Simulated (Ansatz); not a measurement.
**Geometry relaxation of SiO2 (part 3 of 3)**

Continued. System: SiO2 (P6₃22, 12 atoms in the cell). Method: DFT LDA, scalar-relativistic, plane waves, PAW, no spin polarisation (Ansatz 0.2.0); cutoff 420 eV, 6×6×4 k-mesh, Gaussian smearing of 0.02 eV. The structure derives from a Materials Project entry.

Geometry of the input (Å; fractional positions):
```
5.0691  0.0000  0.0000
-2.5345  4.3899  0.0000
0.0000  0.0000  8.5585
Si 0.6667  0.3333  0.9371
Si 0.6667  0.3333  0.5629
Si 0.3333  0.6667  0.0629
Si 0.3333  0.6667  0.4371
O  0.0000  0.4213  0.0000
O  0.4213  0.4213  0.5000
O  0.5787  0.0000  0.5000
O  0.5787  0.5787  0.0000
O  0.0000  0.5787  0.5000
O  0.6667  0.3333  0.7500
O  0.3333  0.6667  0.2500
O  0.4213  0.0000  0.0000
```

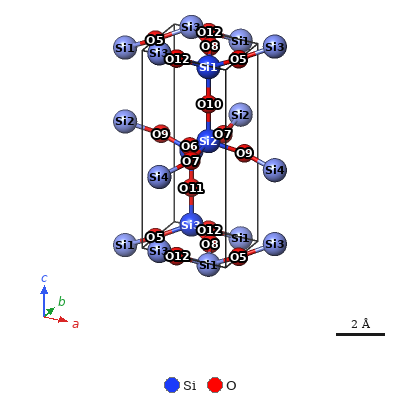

Fig. 1: The geometry at step 9 of the log (ball-and-stick view of the cell of the calculation, seen slightly off an axis; neighbours outside the cell are drawn fainter; atoms are numbered from 1 in the order of the input).

### Trajectory as extended XYZ, continued
```
12
Lattice="5.0150 0.0000 0.0000 -2.5075 4.3431 0.0000 0.0000 0.0000 8.5394" Properties=species:S:1:pos:R:3:forces:R:3 step=8 energy=-6890.68130 pressure_GPa=-0.01
Si    2.5075    1.4477    8.0019    0.0000   0.0000  -0.0003
Si    2.5075    1.4477    4.8073    0.0000   0.0000   0.0003
Si    0.0000    2.8954    0.5376    0.0000   0.0000   0.0003
Si    0.0000    2.8954    3.7321    0.0000   0.0000  -0.0003
O    -1.0333    1.7896    0.0000    0.0003  -0.0006   0.0000
O     1.0333    1.7896    4.2697   -0.0003  -0.0006   0.0000
O     2.9485    0.0000    4.2697    0.0006   0.0000   0.0000
O     1.4743    2.5535    0.0000    0.0003   0.0006   0.0000
O    -1.4743    2.5535    4.2697   -0.0003   0.0006   0.0000
O     2.5075    1.4477    6.4046    0.0000   0.0000   0.0000
O     0.0000    2.8954    2.1349    0.0000   0.0000   0.0000
O     2.0665    0.0000    0.0000   -0.0006   0.0000   0.0000
12
Lattice="5.0150 0.0000 0.0000 -2.5075 4.3431 0.0000 0.0000 0.0000 8.5394" Properties=species:S:1:pos:R:3:forces:R:3 step=9 energy=-6890.67796 pressure_GPa=-0.03
Si    2.5075    1.4477    8.0019    0.0000   0.0000   0.0000
Si    2.5075    1.4477    4.8073    0.0000   0.0000   0.0000
Si    0.0000    2.8954    0.5376    0.0000   0.0000   0.0000
Si    0.0000    2.8954    3.7321    0.0000   0.0000   0.0000
O    -1.0333    1.7896    0.0000    0.0003  -0.0006   0.0000
O     1.0333    1.7896    4.2697   -0.0003  -0.0006   0.0000
O     2.9485    0.0000    4.2697    0.0007   0.0000   0.0000
O     1.4743    2.5535    0.0000    0.0003   0.0006   0.0000
O    -1.4743    2.5535    4.2697   -0.0003   0.0006   0.0000
O     2.5075    1.4477    6.4046    0.0000   0.0000   0.0000
O     0.0000    2.8954    2.1349    0.0000   0.0000   0.0000
O     2.0665    0.0000    0.0000   -0.0007   0.0000   0.0000
```

### Key numbers

| quantity | value |
| --- | --- |
| outcome | converged |
| space group (tolerance 0.01 Å) | P6₃22 (182) |
| electrons treated | 64 |
| free energy | −6890.6780 eV |
| Fermi energy | 3.192 eV |
| gap on the k-point mesh | 5.42 eV |
| pressure | −0.03 GPa |
| final volume | 186.00 Å³ |
| largest force (length of the vector) at the end | 0.001 eV/Å |
| final cell | a = 5.015 Å, b = 5.015 Å, c = 8.539 Å, α = 90.00°, β = 90.00°, γ = 120.00° |
| hardware | 2 threads of Intel Xeon @ 2.50GHz (Skylake/Cascade Lake), 189 GiB of memory available, shared host |
| wall time | 2.2 min (CPU time 4.2 min) |
| peak memory | 0.5 GiB |
